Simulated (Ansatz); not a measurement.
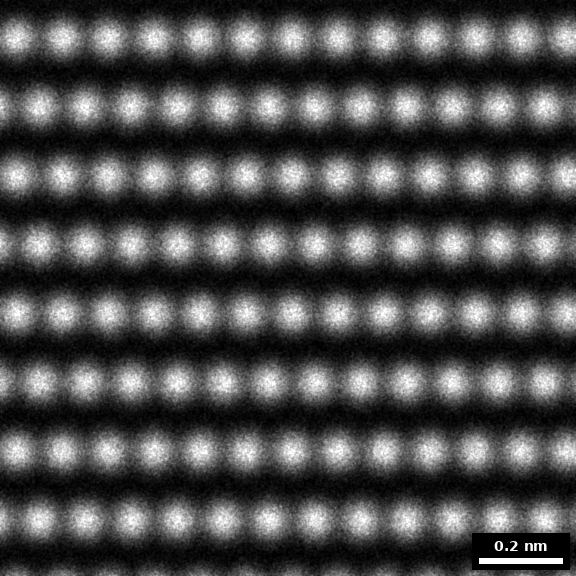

Dark-field STEM-like image of Ni. Simulated incoherent Z contrast: every atom adds Z^1.7 spread by a probe of 0.74 Å full width; channelling and multiple scattering are left out. Shot noise was added.

**Give the net of the columns and its spacings.**

The pattern repeats on a centred rectangular net of 1.1 × 3.3 Å.

**Which plane group does this projection have?**

c2mm: perpendicular mirror lines on a centred net, with further twofold points between them.

**How many columns does the smallest repeating cell hold, and how many levels of brightness?**

1 column in the primitive cell of 1.9 Å², all of one brightness.

The crystal is Ni (Pm-3m, No. 221) seen along [221]. Structure: the end point of a relaxation with Ansatz 0.2.0, DFT, BLYP, plane waves (420 eV) with PAW, scalar-relativistic; the starting structure was generated, so it need not be a known form of this composition.
